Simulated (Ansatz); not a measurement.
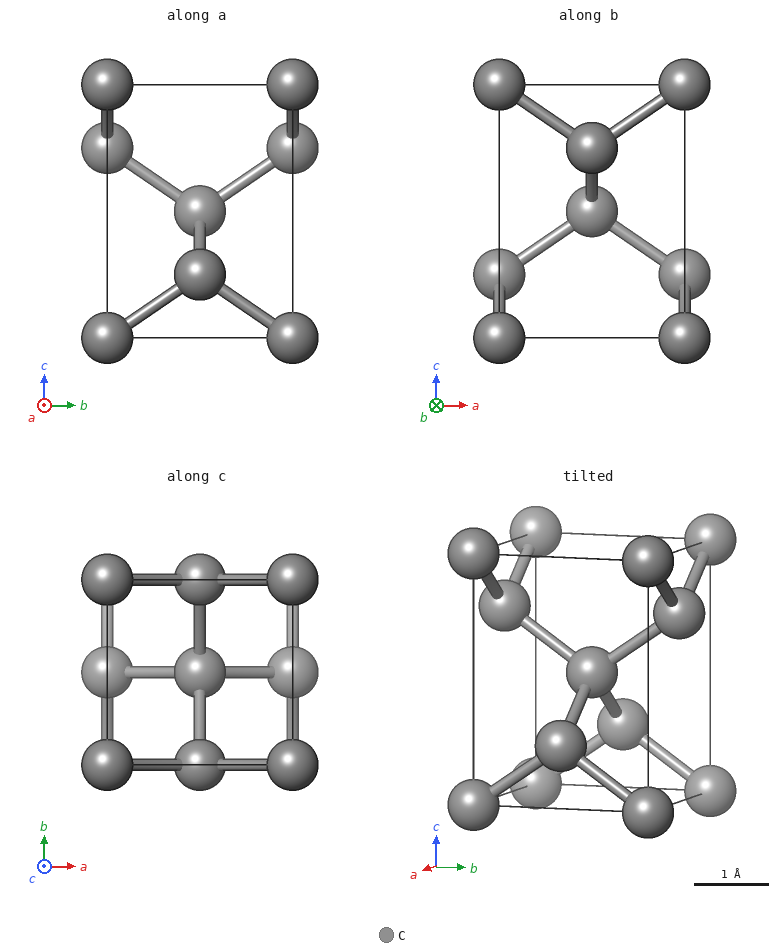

An orthographic ball-and-stick view of the structure, along the a axis, along the b axis, along the c axis and slightly off an axis. The lines enclose the conventional unit cell; boundary atoms appear with their images.

Lattice parameters: a = 2.517 Å, b = 2.517 Å, c = 3.441 Å, α = 90.00°, β = 90.00°, γ = 90.00°.

**Transcribe the picture into a table of Wyckoff sites.**

Space group I4_1/amd:1 (No. 141).
```json
{"atom": "C", "site": "4a", "x": "0.5000", "y": "0.0000", "z": "0.7500"}
```

The initial geometry was a structure type filled with this element by a generator (whether the element takes this form wasn't checked). The cell was then strained or its atoms displaced on purpose. Ansatz was used for an electronic-structure calculation on it.

At this level of theory the cell isn't at rest (compressed, at 10 GPa), so its distances can differ from those at equilibrium, the more so the softer the solid.
